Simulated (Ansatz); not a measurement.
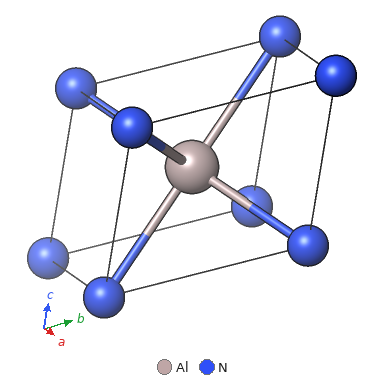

System: AlN, space group Fm-3m (No. 225). The picture shows the cell.

Input of the run:
```
crystal:
  lattice:
    - [0.0, 2.034518, 2.034518]
    - [2.034518, 0.0, 2.034518]
    - [2.034518, 2.034518, 0.0]
  atoms:
    - { symbol: Al, position: [0.5, 0.5, 0.5] }
    - { symbol: "N", position: [0.0, 0.0, 0.0] }
hamiltonian:
  xc: pbesol
  pseudopotentials: { kind: paw }
kpoints:
  mp_grid: { grid: [8, 8, 8] }
scf:
  occupations: { method: fixed }
output:
  forces: true
  stress: true
elastic:
  mode: relaxed_ion
  stencil: two_point
```

Run as:
```bash
ansatz run input.yaml --threads 2 --pin off --max-ram 5632MiB --backend cpu --events-out ev --progress --plain --runs-dir out
```

Method: plane-wave DFT, no spin polarisation; elastic constants in Voigt order on the axes of the given cell (Ansatz 0.2.0). Level: PBEsol.

k mesh 8×8×8; occupations fixed; potentials Ansatz PAW; wave cutoff 420 eV; density cutoff 1680 eV; program settings xc grid level 2, xc grid task forces.

What does the calculation give for the sound velocities against the direction of travel in the xy and xz planes, from the elastic constants and the density?

Along x the longitudinal wave runs at 10.13 km/s and the transverse ones at 8.67 and 8.67 km/s, the same along y and z; along x + y they run at 12.09, 8.67 and 5.62 km/s (density 4.04 g/cm³). Over all directions E runs from 326 to 644 GPa, a ratio of 1.98. E is 326 GPa along x, y and z alike, and 644 GPa along the body diagonal x + y + z. The Hill averages are K = 244 GPa and G = 214 GPa; K/G = 1.14.

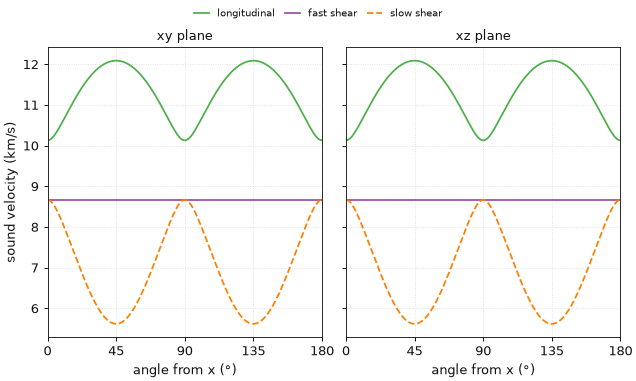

Note: cell stressed by over 3 GPa.
